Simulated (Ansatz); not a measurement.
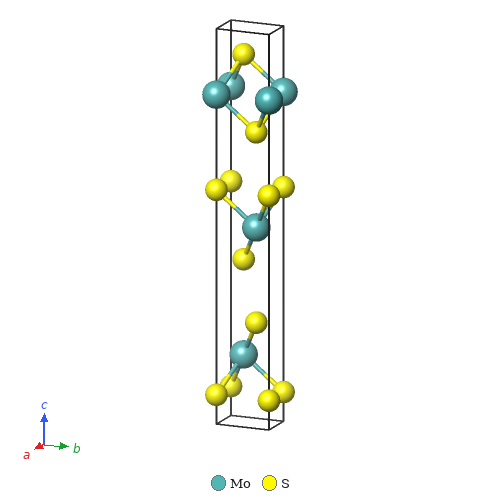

The system is MoS2 (R-3m, No. 166; 9 atoms in the cell); the picture shows the reference structure. Rigid slide and opening across a plane, one cut a cell; the plane is (0 0 1) of the conventional cell, and the faces at the cut hold S and S. The first coordinate is: slide along a1 + a2 (5.334 Å); the second: opening across the cut. Nothing is relaxed (rigid halves). Grid: 12 × 7 points. Points are written as (first, second). Energies are in meV/Å², from the lowest grid point. Computed with Ansatz 0.2.0, DFT PBEsol+D3(BJ), scalar-relativistic, plane waves, PAW. Settings: cutoff 420 eV, k-mesh 14×14×3 in the order of the run's cell vectors, gaussian smearing 0.15 eV, no spin polarisation.

Its coordinates:

```xyz
9
Lattice="-1.5399 -2.6672 0.0000 1.5399 -2.6672 0.0000 0.0000 0.0000 17.3912" Properties=species:S:1:pos:R:3 pbc="T T T"
Mo    0.0000   -1.7781    2.8979
Mo    0.0000   -3.5563    8.6950
Mo    0.0000   -5.3344   14.4920
S     0.0000   -5.3344   10.3047
S     0.0000   -1.7781   16.1018
S     0.0000   -3.5563    4.5077
S     0.0000   -5.3344    1.2882
S     0.0000   -1.7781    7.0853
S     0.0000   -3.5563   12.8823
```

The input of one point:

```yaml
crystal:
  lattice:
    - [-1.5399048628, -2.6671934611, 0.0]
    - [1.5399048628, -2.6671934611, 0.0]
    - [0.0, 0.0, 17.3911508613]
  atoms:
    - { symbol: Mo, position: [0.3333333333, 0.3333333333, 0.3333333333] }
    - { symbol: Mo, position: [0.6666666667, 0.6666666667, 0.6666666667] }
    - { symbol: Mo, position: [1.0, 1.0, 0.0] }
    - { symbol: S, position: [1.0, 1.0, 0.7592277682] }
    - { symbol: S, position: [0.3333333333, 0.3333333333, 0.0925611015] }
    - { symbol: S, position: [0.6666666667, 0.6666666667, 0.4258944349] }
    - { symbol: S, position: [1.0, 1.0, 0.2407722318] }
    - { symbol: S, position: [0.3333333333, 0.3333333333, 0.5741055651] }
    - { symbol: S, position: [0.6666666667, 0.6666666667, 0.9074388985] }
basis:
  ecutwfc: 420
kpoints:
  mp_grid: { grid: [14, 14, 3] }
hamiltonian:
  xc: pbesol
  pseudopotentials: { kind: paw, azcp: { folder: soft_1 } }
  dispersion: d3bj
scf:
  occupations: { method: gaussian, width: 0.15 }
output:
  forces: true
  stress: true
  eigenvalues: true
  write_density: true
  write_potential: true
  elf: true
  volumetric_format: npy
```

Range: slide along a1 + a2 (5.334 Å) from 0.000 to 0.917; opening across the cut from −0.3 to 3.2 Å.

### What landscape does the calculation give?

The lowest grid point is at (0.000, 0.0 Å). There is a further well near (0.667, 0.0 Å) (6.6 meV/Å² above the lowest at that grid point). The highest grid point, (0.333, −0.3 Å), lies 112.4 meV/Å² above the lowest. On the interpolated surface the easiest way out of the lowest well to the well at (0.667, 0.0 Å) passes a barrier of about 8.6 meV/Å².

| second ↓, first → | 0/12 | 1/12 | 2/12 | 3/12 | 4/12 | 5/12 | 6/12 | 7/12 | 8/12 | 9/12 | 10/12 | 11/12 |
| --- | --- | --- | --- | --- | --- | --- | --- | --- | --- | --- | --- | --- |
| 3.2 | 53.9 | 53.9 | 53.9 | 53.9 | 53.9 | 53.9 | 53.9 | 53.9 | 53.9 | 53.9 | 53.9 | 53.9 |
| 2.0 | 42.8 | 42.8 | 42.9 | 42.9 | 42.9 | 42.9 | 42.9 | 42.9 | 42.9 | 42.9 | 42.8 | 42.8 |
| 1.2 | 28.3 | 28.5 | 29.0 | 29.6 | 29.8 | 29.6 | 29.2 | 29.0 | 28.9 | 28.9 | 28.7 | 28.5 |
| 0.7 | 15.1 | 16.0 | 18.7 | 21.8 | 23.0 | 21.9 | 19.5 | 17.8 | 17.3 | 17.4 | 16.9 | 15.8 |
| 0.3 | 4.1 | 7.1 | 16.0 | 26.5 | 31.1 | 26.8 | 17.9 | 11.1 | 9.1 | 9.7 | 8.9 | 6.0 |
| 0.0 | 0.0 | 6.2 | 25.5 | 49.1 | 59.6 | 49.8 | 28.6 | 11.7 | 6.6 | 8.7 | 8.6 | 3.7 |
| −0.3 | 8.0 | 19.2 | 54.8 | 96.2 | 112.4 | 96.8 | 57.5 | 21.8 | 10.3 | 16.0 | 19.8 | 13.8 |

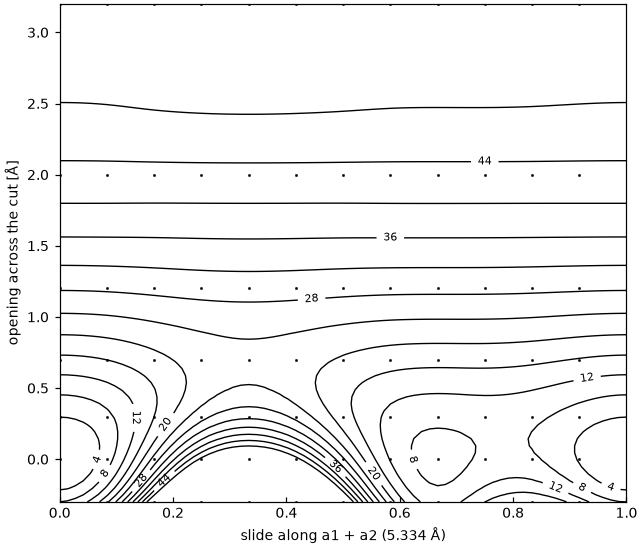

Drawn: contour lines labelled in meV/Å² (none above 48), dots at the grid points. Between grid points the surface is interpolated.

The whole map (84 points run) took 7.9 min on 4 threads of AMD EPYC 9B45 (Zen 5), on a shared host.
